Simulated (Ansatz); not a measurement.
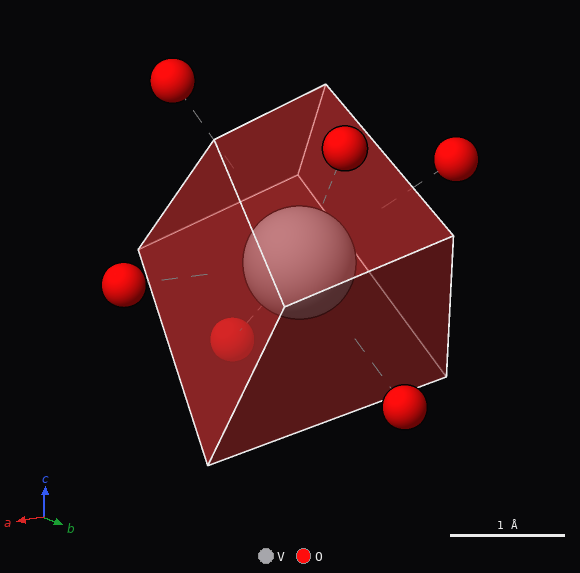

Voronoi cell (the region closer to this atom than to any other), computed from the atomic positions without radii. Central atom: V (4i) in V2O5; faces take the colour of the neighbour behind them. Origin: a calculation's input that goes back to an entry of the Crystallography Open Database (an earlier step may have relaxed or displaced it).

V2O5, space group C2/m (No. 12), a = 11.012 Å, b = 2.873 Å, c = 5.503 Å, α = 90.00°, β = 92.18°, γ = 90.00°

| site | Wyckoff | x | y | z |
| --- | --- | --- | --- | --- |
| V | 4i | 0.1454 | 0.0000 | 0.3688 |
| O1 | 2c | 0.0000 | 0.0000 | 0.5000 |
| O2 | 4i | 0.1238 | 0.5000 | 0.1806 |
| O3 | 4i | 0.3113 | 0.0000 | 0.3761 |

> What is the volume of this Voronoi cell?

6.8 Å³, against a mean of 12.4 Å³ per atom in this structure.

> How many faces does the cell have, and of which kinds?

6 faces, index ⟨0,6,0,0⟩: topologically a cube (six four-edged faces).

> Tabulate the neighbours by distance and solid angle.

```json
{"neighbour": "O", "faces": "3", "distance (Å)": "1.78", "solid angle (% of sphere)": "58.1"}
{"neighbour": "O", "faces": "1", "distance (Å)": "1.83", "solid angle (% of sphere)": "17.1"}
{"neighbour": "O", "faces": "2", "distance (Å)": "2.05", "solid angle (% of sphere)": "24.8"}
```
